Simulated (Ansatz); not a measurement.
Structure data:

```xyz
3
Lattice="3.5973 0.0000 0.0000 -1.7986 2.8321 0.0000 0.0000 0.0000 16.6612" Properties=species:S:1:pos:R:3 pbc="T T T"
W     0.0000    0.0000    8.3306
Se    0.0000    1.8881   10.0034
Se    0.0000    1.8881    6.6578
```

Work out the structure from the coordinates.

Answer. The stoichiometry is WSe2. In the cell are 1 W, 2 Se, which makes 1 formula unit. The neighbours of W are six Se in a trigonal prismatic arrangement at 2.52 to 2.63 Å. Se is linked to three W in a trigonal pyramidal arrangement at 2.52 to 2.63 Å. Not all metal-metal contacts are counted. The bonds build WSe2 layers parallel to (001).

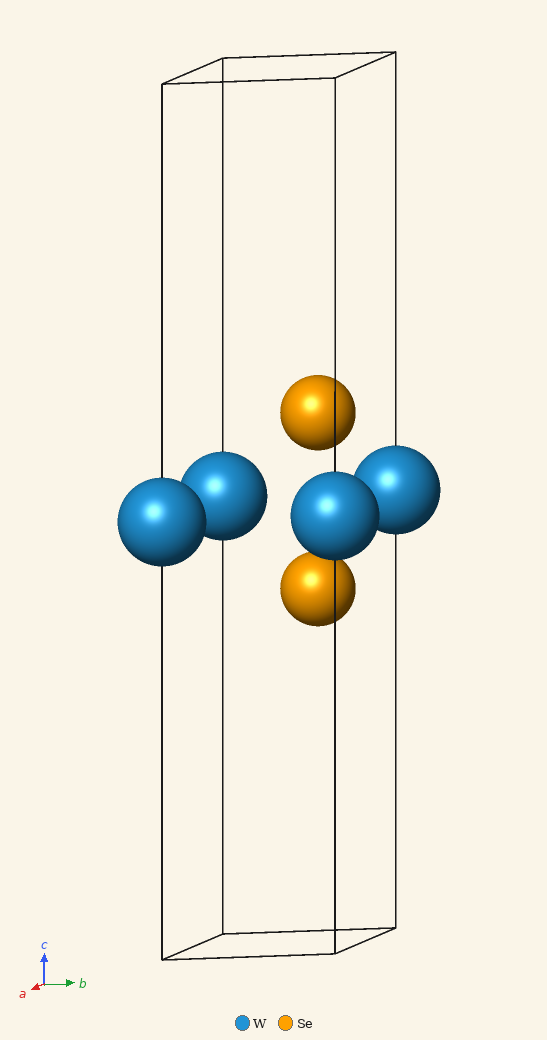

Crystal structure, spheres-only style, seen slightly off an axis. One simulation cell is framed, with atoms on its boundary repeated.

Provenance: a structure listed in the Materials Project. The cell was then strained or its atoms displaced on purpose. It was the input of a calculation with Ansatz.

At this level of theory the run's own cell isn't at rest (forces up to 1.0 eV/Å), so its distances can differ from those at equilibrium, the more so the softer the solid.
